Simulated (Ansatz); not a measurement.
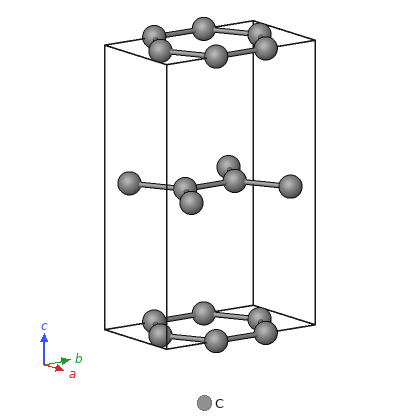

C, space group Fmmm (No. 69), a = 2.465 Å, b = 4.268 Å, c = 6.803 Å, α = 90.00°, β = 90.00°, γ = 90.00°

```json
{"site": "C", "Wyckoff": "8h", "x": "0.5000", "y": "0.6667", "z": "0.5000"}
```

Origin: coordinates from a relaxation with DFT PBE+D3(BJ), scalar-relativistic, plane waves, PAW (Ansatz).

Question: How is the cell volume shared among the sites in a plain Voronoi partition?

Answer:
```json
{"site": "C", "faces above 1 % of the sphere": "9", "volume (Å³)": "8.95", "solid angle by neighbour (%)": "C 100"}
```

Weighted by multiplicity the volumes add up to the cell volume, 71.6 Å³.

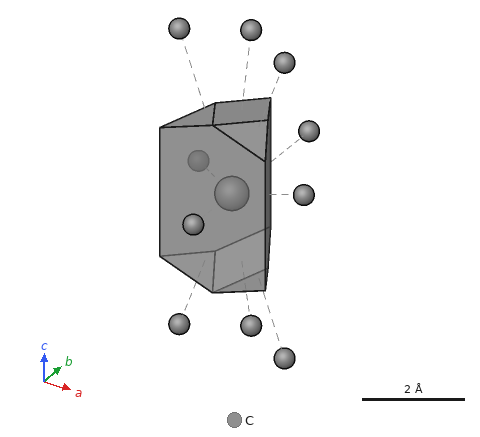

The computed Voronoi cell of C, with the neighbours that bound it.
